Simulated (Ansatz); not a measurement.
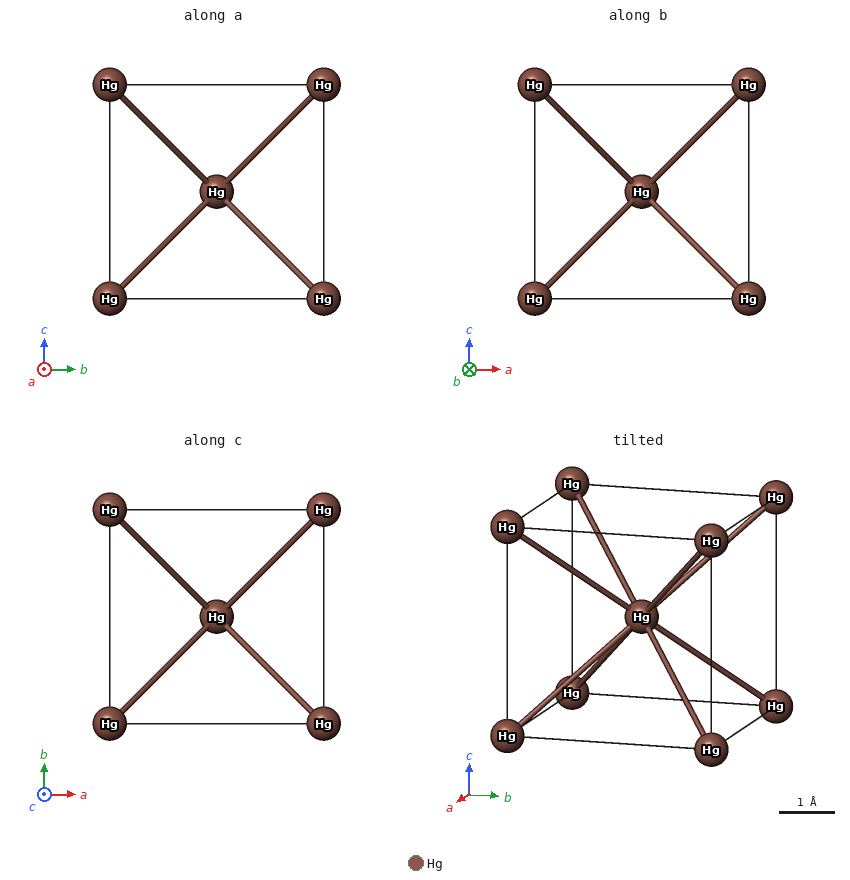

Shown here is a ball-and-stick view of the crystal, taken along the a axis, along the b axis, along the c axis and slightly off an axis. One conventional unit cell is framed, with atoms on its boundary repeated.

Lattice parameters: a = 3.9250 Å, b = 3.9250 Å, c = 3.9250 Å, α = 90.000°, β = 90.000°, γ = 90.000°.

> Transcribe the picture into a CIF with its space group and independent sites.

```cif
data_structure
_symmetry_space_group_name_H-M 'I m -3 m'
_symmetry_Int_Tables_number 229
_cell_length_a 3.9250
_cell_length_b 3.9250
_cell_length_c 3.9250
_cell_angle_alpha 90.000
_cell_angle_beta 90.000
_cell_angle_gamma 90.000
_cell_volume 60.47
loop_
_atom_site_label
_atom_site_type_symbol
_atom_site_symmetry_multiplicity
_atom_site_Wyckoff_symbol
_atom_site_fract_x
_atom_site_fract_y
_atom_site_fract_z
_atom_site_occupancy
Hg1 Hg 2 a 0.0000 0.0000 0.0000 1
```

The cell started as a structure type filled with this element by a generator (whether the element takes this form wasn't checked). Earlier steps of the study may have refined or changed the cell and positions. It went into a calculation with Ansatz.
